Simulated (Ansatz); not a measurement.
The calculation's input:

```
crystal:
  lattice:
    - [5.6336864727, 0.0, 0.0]
    - [-2.8168432363, 4.8789156023, 0.0]
    - [0.0, 0.0, 20.0321727095]
  atoms:
    - { symbol: Al, position: [0.3333333333, 0.1666666667, 0.1996787896] }
    - { symbol: Al, position: [0.3333333333, 0.6666666667, 0.1996787896] }
    - { symbol: Al, position: [0.8333333333, 0.1666666667, 0.1996787896] }
    - { symbol: Al, position: [0.8333333333, 0.6666666667, 0.1996787896] }
    - { symbol: Al, position: [0.1666666667, 0.3333333333, 0.3128097176] }
    - { symbol: Al, position: [0.1666666667, 0.8333333333, 0.3128097176] }
    - { symbol: Al, position: [0.6666666667, 0.3333333333, 0.3128097176] }
    - { symbol: Al, position: [0.6666666667, 0.8333333333, 0.3128097176] }
    - { symbol: Al, position: [0.0, 0.0, 0.4259234799] }
    - { symbol: Al, position: [0.0, 0.5, 0.4259234799] }
    - { symbol: Al, position: [0.5, 0.0, 0.4259234799] }
    - { symbol: Al, position: [0.5, 0.5, 0.4259234799] }
    - { symbol: "N", position: [0.0, 0.0, 0.5217692989] }
basis:
  ecutwfc: 420
kpoints:
  mp_grid: { grid: [6, 6, 1] }
hamiltonian:
  xc: lda
scf:
  occupations: { method: gaussian, width: 0.1 }
output:
  forces: true
  eigenvalues: true
  write_density: true
  write_potential: true
  elf: true
  volumetric_format: npy
relax:
  adjacent_minimum: "off"
  f_tol: 0.025
  max_steps: 16
  constraints:
    - { sites: [0, 1, 2, 3, 4, 5, 6, 7, 8, 9, 10, 11] }
    - { sites: [12], fix: xy }
efield:
  axis: 3
  dipole_correction: true
  ramp_width: 0.04
```

Command:

```sh
ansatz run input.yaml --threads 4 --pin off --max-ram 12288MiB --backend cpu --events-out ev --progress --plain --runs-dir out
```

The fields are those of the run's last geometry, not of the input's.

A point of a scan over the structure, not its minimum; not relaxed (largest force 1.0 eV/Å); computed without spin polarisation.

Level of theory: DFT LDA, scalar-relativistic, plane waves, PAW in Ansatz.

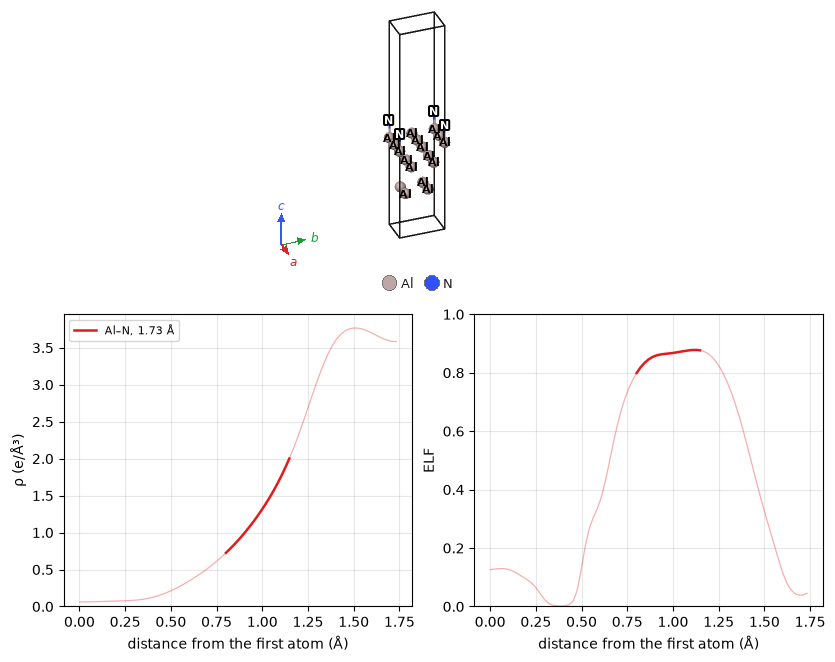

Al12N (slab). Valence charge density (pseudo) and ELF along straight lines between neighbouring atoms. Thin, pale parts lie inside the atomic spheres. The structure is drawn too.

In a PAW calculation such maps are meaningful between the atoms, not at the nuclei.

### What can be read from the curves?

Al–N (1.73 Å): the density is about 0.89 e/Å³ at the midpoint; the ELF peaks at about 0.90 in the valence shell of N, 0.6 Å from its nucleus, and is about 0.85 at the midpoint.
